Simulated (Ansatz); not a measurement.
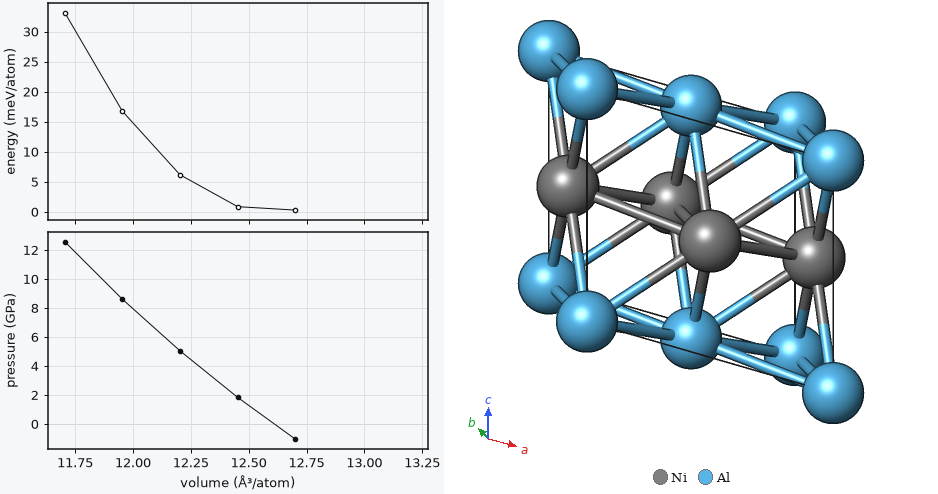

The plot gives the computed energy and pressure against volume for AlNi, space group C2/m (No. 12). The conventional cell is drawn beside the plot.

Structure:
```
CELL_PARAMETERS angstrom
2.30068 -1.39468 0.00000
2.30068 1.39468 0.00000
-1.35645 0.00000 3.88084
ATOMIC_POSITIONS crystal
Ni 0.50000 0.50000 0.50000
Al 0.00000 0.00000 0.00000
```

Computed with Ansatz 0.2.0: all-electron LAPW DFT, collinear spins; energies at scaled volumes of the given cell, shape and fractions fixed, counted from the fit's minimum, third-order Birch-Murnaghan fit. Level: PBE, collinear spin.

- k mesh: 11×11×7
- occupations: Fermi–Dirac
- smearing width: 0.05 eV
- potentials: all electron LAPW, scalar relativistic
- program settings: basis error eV/atom 0.0005

The points at volume 12.95 Å³/atom and 13.20 Å³/atom are left out of the plot. What values does the calculation give there?

```csv
volume (Å³/atom),energy (meV/atom),pressure (GPa)
12.95,3.98,-3.63
13.20,11.45,-5.96
```

Keep in mind: the program warns: seeded moment not kept; shape and atomic fractions are frozen while scaling, which makes layered, chain and framework solids too stiff.
